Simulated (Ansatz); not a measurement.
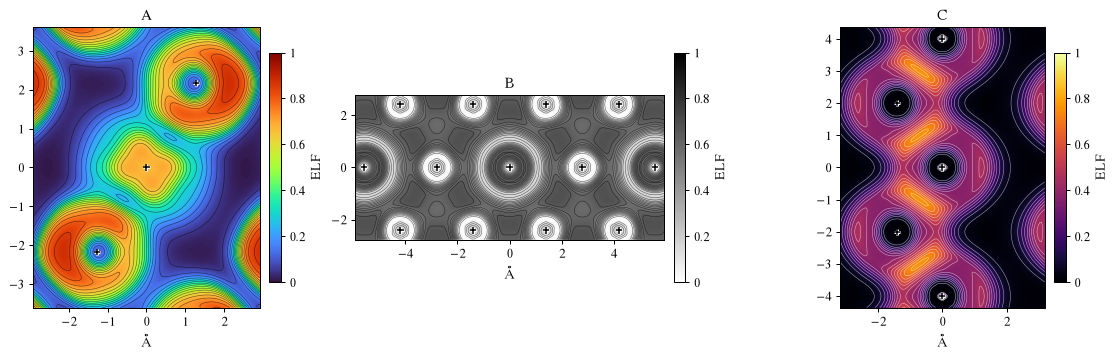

The electron localisation function of 3 systems, each on a plane through atoms (crosses mark nuclei in the plane).

Computed with Ansatz, DFT PBEsol, scalar-relativistic, plane waves, PAW.

System 1: Ge, the (101) plane of the conventional cell. Space group Fd-3m.

System 2: TiAl3, the (111) plane of the conventional cell. Space group Pm-3m; a structure from a database of computed crystals, not necessarily the ambient phase; computed without spin polarisation.

System 3: PtSe2, the (110) plane of the conventional cell. Space group P-3m1; changed on purpose from its base cell (volume × 1.06, shape and atoms relaxed).

```yaml
crystal:
  lattice:
    - [3.76186, 0.00000, 0.00000]
    - [-1.88093, 3.25787, 0.00000]
    - [0.00000, 0.00000, 5.15199]
  atoms:
    - { symbol: Pt, position: [0.00000, 0.00000, 0.00000] }
    - { symbol: Se, position: [0.33333, 0.66667, 0.24715] }
    - { symbol: Se, position: [0.66667, 0.33333, 0.75285] }
```

**Match each panel to its system.**

Panel A is system 3, PtSe2: the plane holds Pt and Se. Pt–Se (2.52 Å): the ELF is about 0.50 at the midpoint. Panel B is system 2, TiAl3: the plane holds Ti and Al. Ti–Al (2.79 Å): the ELF is about 0.35 at the midpoint. Panel C is system 1, Ge: the plane holds Ge. Ge–Ge (2.46 Å): the ELF peaks at about 0.75 between the atoms.
